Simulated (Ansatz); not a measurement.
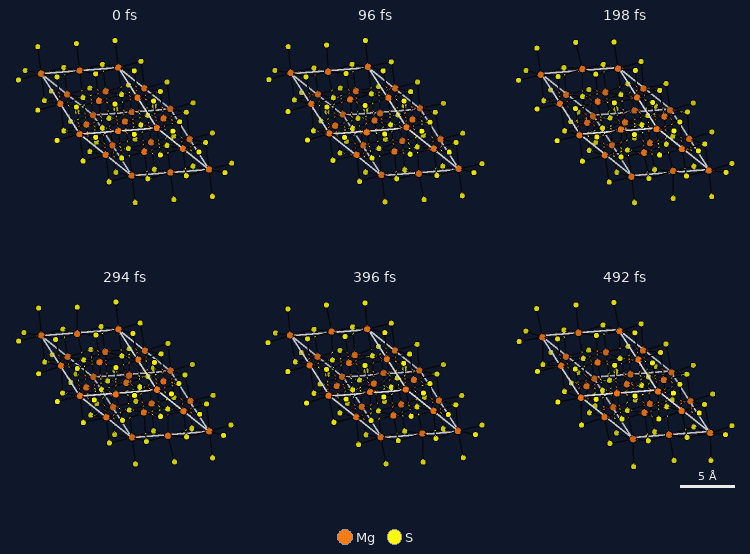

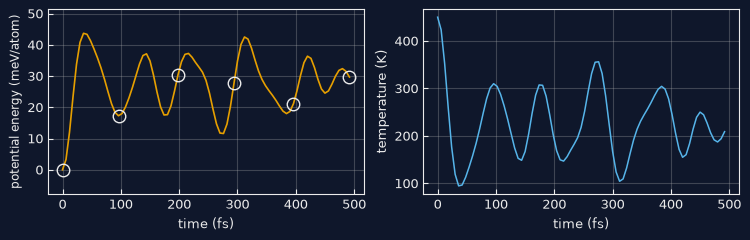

Molecular dynamics of a 16-atom cell of MgS (set up in Fm-3m), 492 fs long. Frames and the history of the run. The picture is a ball-and-stick view of the reduced simulation cell, seen from a free direction. Bonds to atoms that aren't drawn are left out. Lengths and directions refer to the drawn axes.

Level of theory: DFT PBE, scalar-relativistic, plane waves, PAW (Ansatz). Set-up: plane-wave cutoff 420 eV; k-point mesh 2 × 2 × 2; Fermi-Dirac smearing 0.0388 eV; volume 1.01 times that of the relaxed crystal; constant energy (NVE); velocities drawn for 450 K; time step 6 fs.

What do the frames and curves show?

In the second half of the run the atoms are, in the root-mean-square, this far from where they began (common drift taken out): Mg 0.14 Å, S 0.12 Å. That is small against the typical shortest distance between atoms in the first frame, about 2.6 Å: the atoms vibrate about their sites and the arrangement holds. The mean temperature in the second half is 229 K (standard deviation 63 K). The first frame carries almost no forces, so kinetic energy first flows into potential energy: the temperature drops from 450 to 95 K within 36 fs, and without a thermostat its mean stays below the start. The potential energy in the second half lies on average 27.2 meV per atom above the first frame. The mean pressure there is 1.1 GPa. The time step of 6 fs is long for the fastest vibrations here (lightest element magnesium).

Cost: 96 s on 4 threads of Intel(R) Xeon(R) 6975P-C (Granite Rapids), with other jobs on the host, peak memory 0.76 GiB.
